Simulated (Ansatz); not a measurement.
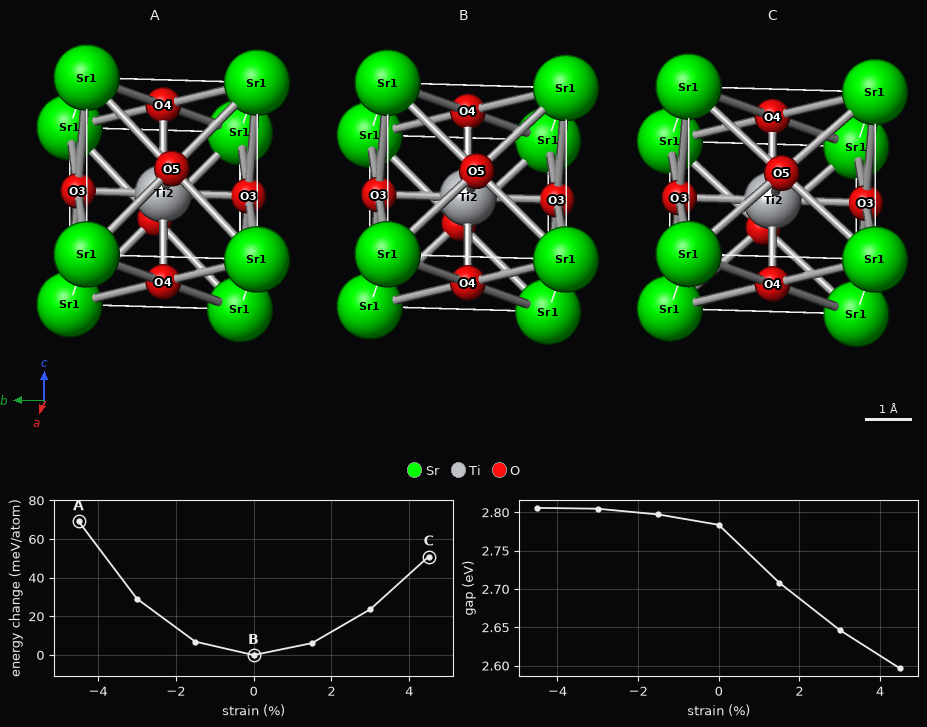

Members of a series of calculations on crystalline SrTiO₃ (set up in Pm-3m), marked on the first curve. The picture is a ball-and-stick view of the cell of the calculation, seen from a free direction.

These are results of Ansatz, DFT r2SCAN+U, scalar-relativistic, plane waves, PAW, not measurements. Set-up: plane-wave cutoff 500 eV; k-point mesh 6 × 6 × 6; occupations gaussian; smearing width 0.02 eV; U Ti 4.0 eV; no spin polarisation.

**Describe the series.**

Biaxial strain in the a–b plane, c and atoms relaxed. A (strain −4.5 %): energy change 69.2 meV/atom, volume 11.31 Å³ per atom, gap 2.81 eV. B (strain 0.0 %): energy change 0.0 meV/atom, volume 12.03 Å³ per atom, gap 2.78 eV. C (strain 4.5 %): energy change 51.0 meV/atom, volume 12.82 Å³ per atom, gap 2.60 eV. The rest compares A with C. Cell: a = b 3.741 → 4.094 Å (+9.4 %), c 4.041 → 3.824 Å (−5.4 %). Volume +13.3 %. Some distances before and after: O–Sr 2.646 → 2.895 Å, O–Ti 1.871 → 2.047 Å, O–Ti 2.021 → 1.912 Å.
